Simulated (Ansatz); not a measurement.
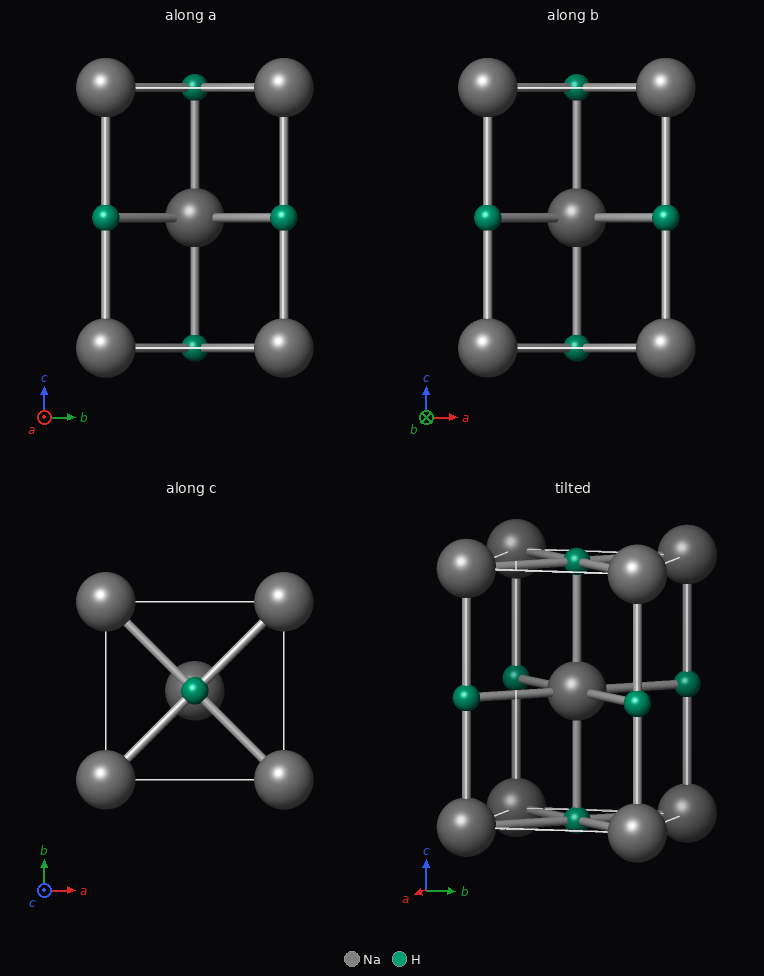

Drawn in the ball-and-stick manner and seen along the a axis, along the b axis, along the c axis and slightly off an axis. The conventional unit cell is outlined; an atom on or near a face, edge or corner is repeated at each equivalent position.

Lattice parameters: a = 3.3153 Å, b = 3.3153 Å, c = 4.8479 Å, α = 90.000°, β = 90.000°, γ = 90.000°.

Question: Express the structure as a CIF with its space group and independent sites.

Answer:
```cif
data_structure
_symmetry_space_group_name_H-M 'I 4/m m m'
_symmetry_Int_Tables_number 139
_cell_length_a 3.3153
_cell_length_b 3.3153
_cell_length_c 4.8479
_cell_angle_alpha 90.000
_cell_angle_beta 90.000
_cell_angle_gamma 90.000
_cell_volume 53.28
loop_
_atom_site_label
_atom_site_type_symbol
_atom_site_symmetry_multiplicity
_atom_site_Wyckoff_symbol
_atom_site_fract_x
_atom_site_fract_y
_atom_site_fract_z
_atom_site_occupancy
Na1 Na 2 a 0.0000 0.0000 0.0000 1
H1 H 2 b 0.5000 0.5000 0.0000 1
```

Origin of the cell: a structure type filled with these elements by a generator (whether the compound takes this form wasn't checked). The cell was then strained or its atoms displaced on purpose. An electronic-structure calculation with Ansatz was run on it.
